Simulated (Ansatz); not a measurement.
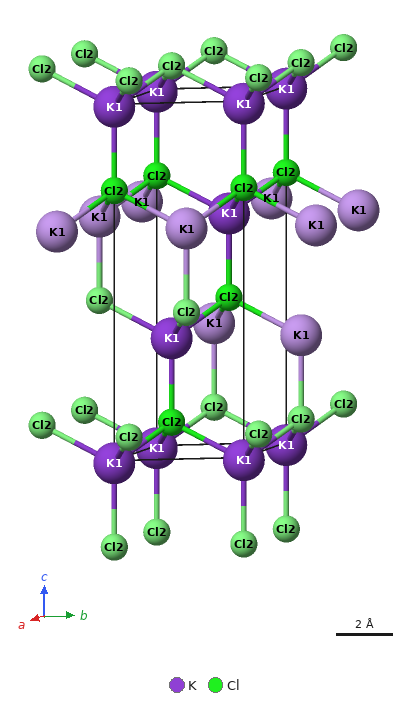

The input geometry (ball-and-stick view of the cell 3 times as large as that of the calculation, set on its symmetry axes, seen slightly off an axis; neighbours outside the cell are drawn fainter; atoms are numbered from 1 in the order of the input). Near neighbours in the crystal (not all of them lie inside the picture): K has 4 Cl at 3.00 to 3.02 Å; Cl has 4 K at 3.00 to 3.02 Å.

Run report: KCl, band-structure calculation

The run: band-structure calculation of KCl (2 atoms in the cell). Method and program: DFT, PBE, plane waves, PAW, no spin polarisation (Ansatz 0.2.0).

The structure was built on a prototype by a generator. The geometry comes from this level: r2SCAN (a point of a series of strains). It belongs to a series of runs on one base structure; here: epitaxial_111 strain -4.9%. Figures and captions count atoms from 1; the log counts them from 0 in places.

### The program's output
```
scf.n_extra_bands = 4 over 8 filled bands (N_el = 16.0): the run solves 12 bands
Engine: ansatz 0.2.0, aarch64-unknown-linux-gnu
Pseudopotentials: kind: paw
Pseudopotential: K, paw, valence charge 9, recommended cutoff 420 eV (normal), K.paw.azcp
Pseudopotential: Cl, paw, valence charge 7, recommended cutoff 420 eV (normal), Cl.paw.azcp
Functional definition: PBE
  parameter kappa = 0.804
  parameter beta = 0.06672455060314922
  exchange = pbe_x(kappa = kappa, mu = beta*pi^2/3)
  correlation = pbe_c(beta = beta)
Crystal: 2 atoms, lattice volume = 82.437 Å³
Basis set: ecut = 420 eV, 1593 PW (Γ), exchange–correlation on 72×72×72 points (8 copies of the dense FFT grid, shifted against one another)
Bands: 12, of which v1, the nominal top of the filled ones, is band 8 counted from 1 (7 counted from 0)
Symmetry: 6 space group operations
Space group: R3m (ITA 160), of the structure as read, at distance tolerance 4.4e-5 Å
k-points: 32 of 216 (time reversal used)
Non-local potential: K, projectors of the file, l = 0: 3, l = 1: 2, l = 2: 2
Non-local potential: Cl, projectors of the file, l = 0: 2, l = 1: 2, l = 2: 2
PAW form: soft (Blöchl's): semilocal exchange-correlation on the pseudo side does not see the compensation charge
PAW one-centre angular grid: K, 110 points (default); XC on 64 Gauss nodes
PAW one-centre angular grid: Cl, 110 points (default); XC on 64 Gauss nodes
Initial density: superposition of atomic densities (neutral atoms: chi_scale 0, normalization atom), corrected by the library's trained network
Initial wavefunctions: pseudopotential atomic-orbital guess
Functional: x = pbe(κ = 0.804, μ = 0.2195149727645171), c = pbe(β = 0.06672455060314922)
SCF iter   1: F=—  HF=-2621.010201 eV  |F-HF|=—  |Δ(HF+E_count)|=         —  Δρ=5.97e-4  dr2=6.66e-4  ethr=1.77e-3  ⟨swp⟩=6.6  Hψ=2720  notcnv=0
preconditioner: auto → none  [insulator: Δε(μ)=4.742 eV  Ē_g=14.676 eV  σ=0.020 eV  W_gap=1.00  n_scr=14 (ndim 8)  ℏωp=15.3 eV  f_vac=0.294  D(μ)=0.00/eV (n_scr^D=0)  ε∞_Penn≈2.1]
SCF iter   2: F=—  HF=-2621.009708 eV  |F-HF|=—  |Δ(HF+E_count)|=   4.94e-4  Δρ=2.38e-4  dr2=5.16e-5  ethr=4.16e-6  ⟨swp⟩=2.1  Hψ=959  notcnv=0
SCF iter   3: F=—  HF=-2621.009745 eV  |F-HF|=—  |Δ(HF+E_count)|=   3.76e-5  Δρ=8.79e-5  dr2=8.08e-6  ethr=3.23e-7  ⟨swp⟩=2.8  Hψ=660  notcnv=0
SCF iter   4: F=—  HF=-2621.009753 eV  |F-HF|=—  |Δ(HF+E_count)|=   7.69e-6  Δρ=2.66e-5  dr2=7.84e-7  ethr=5.05e-8  ⟨swp⟩=2.0  Hψ=480  notcnv=0
iter 5 did not close the SCF: its close was put off for the readings that it lacked (scf_convergence_deferred on its scf_iter line)
SCF iter   5: F=-2621.009754 eV  HF=-2621.009754 eV  |F-HF|=6.70e-8  |Δ(HF+E_count)|=   1.03e-6  Δρ=5.70e-6  dr2=1.80e-8  ethr=4.90e-9  ⟨swp⟩=2.0  Hψ=484  notcnv=0
SCF iter   6: F=-2621.009754 eV  HF=-2621.009754 eV  |F-HF|=3.76e-9  |Δ(HF+E_count)|=   7.20e-8  Δρ=1.32e-6  dr2=8.76e-10  ethr=1.13e-10  ⟨swp⟩=5.0  Hψ=2074  notcnv=0
SCF 1 converged in 6 iterations: F = -2621.009754 eV  dr2 = 8.76e-10
  greatest PAW one-centre occupation: 0.987 electrons in one spin orbital (limit 2), on the K atom at site 0 (counted from 0), in its partial waves of l = 0
```

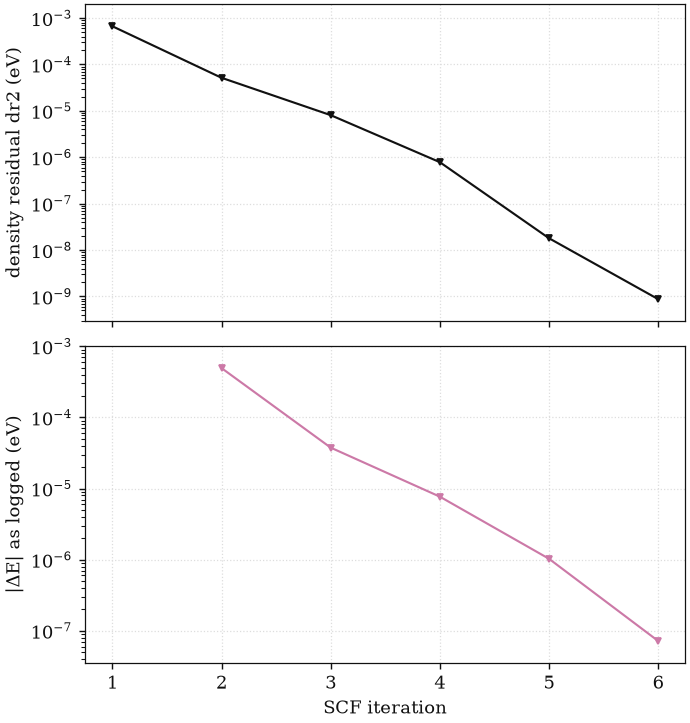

Convergence of the self-consistent field: density residual dr2 and size of the energy change against the SCF iteration. The residual falls at every step.

```
NSCF: frozen V_eff on 7 k-points
SCF converged after 6 iterations
Free energy (F): -2621.009754 eV
Harris-Foulkes:  -2621.009754 eV  (|F-HF|=3.76e-9)
Internal energy: -2621.009754 eV  (E = F + TS)
E sigma→0 (E₀):  -2621.009754 eV
Fermi energy:    1.447694 eV
--- Per-component energies (eV) ---
  E_band       = -159.241660
  E_kinetic    = 416.263232
  E_local      = -1029.131017  (includes V_loc(G=0)·N_el)
  E_nonlocal   = 41.108038
  E_hartree    = 363.154580
  E_xc         = -243.164855
  E_vxc        = -287.999064  (∫ρ·V_xc dr)
  E_paw        = -1441.197042  (= ΣΔE_a)
  E_vpaw       = -25.792466  (= ΣTr[D̂ρ^β])
  E_aug_tail   = 0.000086  (compensation charges beyond the density's cutoff)
  E_ewald      = -728.042775
  E_smearing   = -0.000000  (= −TS)
  E_closure    = -0.000000  (closes the sum)
  Σ components = -2621.009754   (vs F -2621.009754, Δ=0.00e0)
--- Forces (eV/Å), atoms counted from 1 ---
  atom   1  K     -0.00011224    -0.00011224    -0.00011224
  atom   2  Cl     0.00012604     0.00012604     0.00012604
  max |Σ_I F_I| component: 1.38e-5 eV/Å
--- Stress (GPa, compression-positive) ---
        0.733146      -0.232336      -0.232336
       -0.232336       0.733146      -0.232336
       -0.232336      -0.232336       0.733146
  P = ⅓ Tr σ = 0.7331 GPa (7.331 kbar)
--- Band table (eV; the first three rows and the last of 32) ---
  k-point 0: bands = ["-28.2099", "-12.8043", "-11.7126", "-11.7126", "-11.6949", "-1.1732", "-1.0151", "-1.0151", "3.7887", "8.3588", "8.3588", "9.3402"]
  k-point 1: bands = ["-28.2088", "-12.8536", "-11.7167", "-11.7064", "-11.6517", "-1.1845", "-1.1025", "-1.0188", "4.2562", "7.9529", "8.2269", "9.0536"]
  k-point 2: bands = ["-28.2066", "-12.9396", "-11.7250", "-11.7104", "-11.5625", "-1.3239", "-1.1072", "-1.0273", "5.2993", "7.5174", "7.9062", "8.3012"]
  k-point 31: bands = ["-28.2073", "-13.0413", "-11.7206", "-11.7206", "-11.4149", "-1.4711", "-0.9631", "-0.9631", "6.0448", "6.3931", "8.0479", "8.0479"]
```

### File bands.tsv
```
# k_distance	band_0	band_1	band_2	band_3	band_4	band_5	band_6	band_7	band_8	band_9	band_10	band_11
# fermi_ev = 1.447694
# lock_threshold_ev = 1e-6
# [0, 0, 0] at k_distance = 0.000000
# [-0.5, -0.5, 0] at k_distance = 0.911619
# [-0.375, -0.375, 0.25] at k_distance = 1.222930
# [-0.375, 0, 0.375] at k_distance = 1.787385
# [0, 0, 0.5] at k_distance = 2.351840
# [-0.5, -0.25, 0.25] at k_distance = 2.974463
# [0.5, 0.5, 0.5] at k_distance = 4.386564
# levels_relative_to = fermi_ev
# free_energy_ev = -2621.009754
# largest_residual_norms_ev = 9.689e-4 4.189e-4 2.620e-4 2.618e-4 2.548e-4 1.251e-3 1.733e-3 1.925e-3 1.101e-3 5.440e-4 1.125e-3 1.572e-3
0.000000	-29.657560	-14.251987	-13.160258	-13.160258	-13.142585	-2.620852	-2.462807	-2.462807	2.340999	6.911110	6.911110	7.892522
0.911619	-29.652313	-14.489918	-13.188764	-13.187963	-12.857104	-2.920853	-2.535946	-2.427786	4.230019	5.256629	7.613635	7.782552
1.222930	-29.652656	-14.491636	-13.198799	-13.183632	-12.844397	-2.815914	-2.623472	-2.432125	4.344630	5.283627	7.035148	7.215883
1.787385	-29.652190	-14.476218	-13.208247	-13.177575	-12.867836	-2.804356	-2.584171	-2.515794	4.487814	5.330038	6.895511	7.315165
2.351840	-29.653153	-14.425658	-13.176843	-13.160462	-12.970681	-2.835555	-2.542567	-2.479816	4.937848	5.086577	6.049690	7.045094
2.974463	-29.652311	-14.487224	-13.204677	-13.185764	-12.846860	-2.740844	-2.674530	-2.479218	4.419242	5.258317	7.291786	7.605170
4.386564	-29.655015	-14.488983	-13.168247	-13.168247	-12.862585	-2.918812	-2.410774	-2.410774	4.597104	4.945408	6.600217	6.600217
```

### File rho_z.tsv
```
# z_ang	rho[e/angstrom^3]
# format = ansatz-planar-average/11
# lattice	0.244884433	3.581011861	3.581011861
# lattice	3.581011861	0.244884433	3.581011861
# lattice	3.581011861	3.581011861	0.244884433
# sites	2
# site	19	0.054645605	0.054645605	0.054645605
# site	17	1.797081434	1.797081434	1.797081434
0.000000	3.952118e-1
0.140840	4.144202e-1
0.281680	4.249409e-1
0.422519	4.252998e-1
0.563359	4.132799e-1
0.704199	3.885608e-1
0.845039	3.547508e-1
0.985879	3.186683e-1
1.126718	2.874282e-1
1.267558	2.652045e-1
1.408398	2.511402e-1
1.549238	2.397992e-1
1.690078	2.243419e-1
1.830917	2.005516e-1
1.971757	1.692437e-1
2.112597	1.353323e-1
2.253437	1.041350e-1
2.394277	7.839404e-2
2.535116	5.838107e-2
2.675956	4.338307e-2
2.816796	3.247139e-2
2.957636	2.478025e-2
3.098476	1.969911e-2
3.239315	1.687746e-2
3.380155	1.626635e-2
3.520995	1.821186e-2
3.661835	2.354603e-2
3.802675	3.379529e-2
3.943514	5.122470e-2
4.084354	7.836747e-2
4.225194	1.169468e-1
4.366034	1.663420e-1
4.506874	2.225139e-1
4.647713	2.786818e-1
4.788553	3.280548e-1
4.929393	3.669068e-1
```

### File v_z.tsv
```
# z_ang	v_es[eV]	v_tot[eV]
# format = ansatz-planar-average/11
# xc	pbe
# density_cutoff_ev	1680
# datasets	K=:simpson_from_first_knot:soft	Cl=:simpson_from_first_knot:soft
# lattice	0.244884433	3.581011861	3.581011861
# lattice	3.581011861	0.244884433	3.581011861
# lattice	3.581011861	3.581011861	0.244884433
# sites	2
# site	19	0.054645605	0.054645605	0.054645605
# site	17	1.797081434	1.797081434	1.797081434
0.000000	-9.229060e-1	-9.323603e0
0.140840	-1.189766e0	-9.893775e0
0.281680	-1.481692e0	-1.040139e1
0.422519	-1.770895e0	-1.081911e1
0.563359	-1.963422e0	-1.105821e1
0.704199	-1.988195e0	-1.104683e1
0.845039	-1.836365e0	-1.079215e1
0.985879	-1.550754e0	-1.033620e1
1.126718	-1.183483e0	-9.734600e0
1.267558	-7.565622e-1	-9.029607e0
1.408398	-2.500526e-1	-8.201848e0
1.549238	3.717355e-1	-7.226134e0
1.690078	1.118266e0	-6.104557e0
1.830917	1.967741e0	-4.858633e0
1.971757	2.869518e0	-3.554972e0
2.112597	3.730298e0	-2.283824e0
2.253437	4.432392e0	-1.163001e0
2.394277	4.892018e0	-3.017068e-1
2.535116	5.140460e0	3.340841e-1
2.675956	5.258644e0	8.213389e-1
2.816796	5.284132e0	1.193871e0
2.957636	5.240561e0	1.489235e0
3.098476	5.143885e0	1.685550e0
3.239315	5.005294e0	1.780272e0
3.380155	4.830466e0	1.759832e0
3.520995	4.620853e0	1.477725e0
3.661835	4.372094e0	8.995717e-1
3.802675	4.068343e0	1.715629e-1
3.943514	3.666948e0	-6.948083e-1
4.084354	3.129039e0	-1.756809e0
4.225194	2.463975e0	-2.967643e0
4.366034	1.729355e0	-4.261674e0
4.506874	1.003386e0	-5.548569e0
4.647713	3.516829e-1	-6.732222e0
4.788553	-1.877987e-1	-7.770854e0
4.929393	-6.079617e-1	-8.635273e0
```

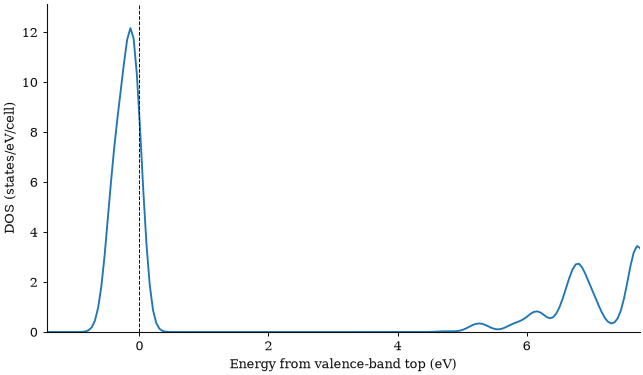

Density of states (the curve is built from the levels of the k mesh with Gaussians 0.3 eV wide, which also blur the band edges), with energies from the valence-band top. There is a gap of 4.75 eV on the k-point mesh. Small ripples come from the finite k-point mesh.

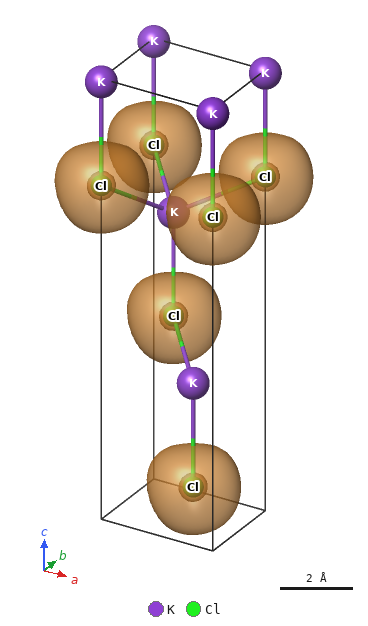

Isosurface of the electron localisation function at 0.7 (orange), seen slightly off an axis. Only the valence region is drawn (cores and ρ < 0.01 e/Å³ removed). Sticks mark near contacts. The outline is the cell set on symmetry axes. Values along the shortest contacts: K–Cl (3.00 Å): the ELF peaks at about 0.90 in the valence shell of Cl, 0.8 Å from its nucleus, and drops to about 0.05 between the two atoms, as expected for ionic bonding with no shared pair. In a PAW calculation such maps are meaningful between the atoms, not at the nuclei.

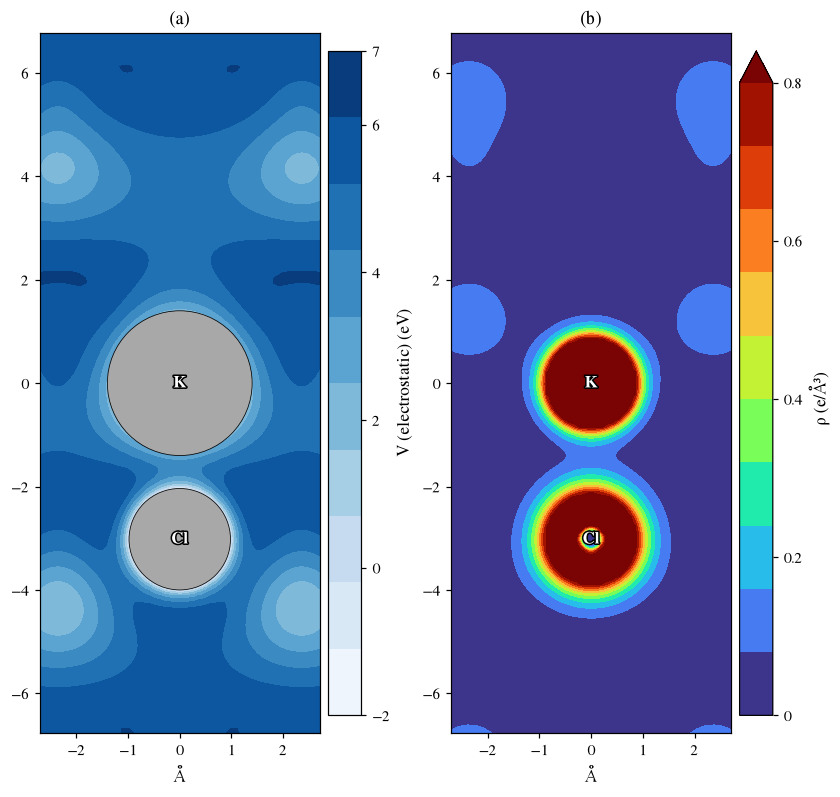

(a) electrostatic potential (local pseudopotential plus Hartree) felt by an electron; (b) valence pseudo-density on the (010) plane of the conventional cell. Grey discs, where drawn, cover atomic cores. The section cuts through K and Cl sites. K–Cl (3.02 Å): the density is about 0.12 e/Å³ at the midpoint. The density dies away to nearly zero in the voids. Outside the cores the potential energy rises away from the atoms and is highest about 1.6 Å from the nearest atoms; outside the discs it spans about 7 eV, and its zero is arbitrary.

The run was set up as follows.

### Input
```yaml
crystal:
  lattice:
    - [0.2448844331, 3.5810118614, 3.5810118614]
    - [3.5810118614, 0.2448844331, 3.5810118614]
    - [3.5810118614, 3.5810118614, 0.2448844331]
  atoms:
    - { symbol: K, position: [0.0073776539, 0.0073776539, 0.0073776539] }
    - { symbol: Cl, position: [0.2426223461, 0.2426223461, 0.2426223461] }
kpoints:
  mp_grid: { grid: [6, 6, 6] }
  band_path:
    path:
      - [0.0, 0.0, 0.0]
      - [-0.5, -0.5, 0.0]
      - [-0.375, -0.375, 0.25]
      - [-0.375, 0.0, 0.375]
      - [0.0, 0.0, 0.5]
      - [-0.5, -0.25, 0.25]
      - [0.5, 0.5, 0.5]
    npoints: 1
hamiltonian:
  xc: pbe
scf:
  occupations: { method: fermi_dirac, width: 0.02 }
  n_extra_bands: 4
output:
  forces: true
  stress: true
  eigenvalues: true
  write_density: true
  write_potential: true
  elf: true
  volumetric_format: npy
```

Launch command:
```bash
ansatz run input.yaml --threads 4 --pin off --max-ram 3686MiB --backend cpu --events-out ev --progress --plain --runs-dir out
```

### Results in brief

```csv
quantity,value
outcome,converged
space group (tolerance 0.01 Å),R3m (160)
electrons treated,16
free energy,−2621.0098 eV
Fermi energy,1.448 eV
gap on the k-point mesh,4.75 eV
pressure,0.73 GPa
largest force (length of the vector),under 0.001 eV/Å
hardware,"4 threads of an Arm (aarch64) CPU, shared host"
wall time,2.7 s (CPU time 8.9 s)
peak memory,0.39 GiB
```
